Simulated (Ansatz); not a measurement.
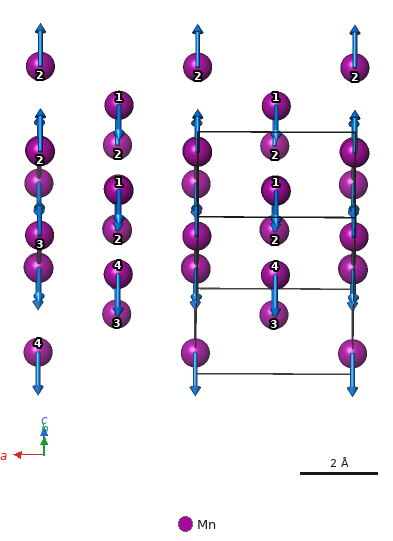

This is a relaxation of a crystal of Mn (built on the alpha-gallium_64 type) (coarse preliminary run). The starting structure is drawn; blue arrows show the displacements (the part carried along by the change of the cell is left out), 20 times their true length.

The picture is a ball-and-stick view of the conventional cell (2 times the calculation's cell), repeated 2 × 1 × 2 with one cell outlined, seen from a free direction. Lengths and directions refer to the drawn axes.

Case: alpha-gallium type (Cmce, No. 64).

Level of theory: DFT PBEsol, scalar-relativistic, plane waves, PAW (Ansatz 0.2.0).

Input
```yaml
crystal:
  lattice:
    - [2.0688369206, -4.0643773811, 0.0]
    - [2.0688369206, 4.0643773811, 0.0]
    - [0.0, 0.0, 2.599898169]
  atoms:
    - { symbol: Mn, position: [0.6184301908, 0.3815698092, 0.5239280053] }
    - { symbol: Mn, position: [0.1184301908, 0.8815698092, 0.9760719947] }
    - { symbol: Mn, position: [0.3815698092, 0.6184301908, 0.4760719947] }
    - { symbol: Mn, position: [0.8815698092, 0.1184301908, 0.0239280053] }
basis:
  ecutwfc: 420
kpoints:
  mp_grid: { grid: [6, 6, 6] }
hamiltonian:
  xc: pbesol
scf:
  occupations: { method: gaussian, width: 0.1 }
  lower_state_search: "off"
output:
  forces: true
  stress: true
  eigenvalues: true
relax:
  adjacent_minimum: "off"
  f_tol: 0.04
  max_steps: 70
  cell: { stress_tol: 0.4 }
```

What did the optimiser do to the structure, and how much energy did it gain?

The largest moves relative to the cell, 0.061 Å, are those of Mn1, Mn2, Mn3 and Mn4. Mn3 goes roughly along +c. The drawn cell changes as follows: a 4.138 → 4.196 Å (+1.4 %), b 8.129 → 8.137 Å (+0.1 %), c 2.600 → 2.556 Å (−1.7 %); the volume changes by −0.2 %. Some distances before and after: Mn1–Mn2 2.379 → 2.455 Å, Mn1–Mn2 (another image) 2.512 → 2.458 Å, Mn1–Mn1 2.600 → 2.556 Å, Mn1–Mn3 1.929 → 1.905 Å. The space group (tolerance 0.01 Å) goes from Cmce (No. 64) to Fmmm (No. 69). The energy falls by 6.4 meV per atom in 4 accepted moves (5 points after the start). The largest force component goes from 0.14 to 0.024 eV/Å. Pressure: −0.74 GPa at the start and 0.16 GPa at the end. The SCF was repeated once at an unchanged geometry on a basis and grid sized afresh for the cell, which shifted the energy by less than 0.05 meV per atom at most. The run took roughly 14 core-seconds on a shared host.

Limits of the set-up: the k-point mesh is coarse for a cell with partly filled bands.
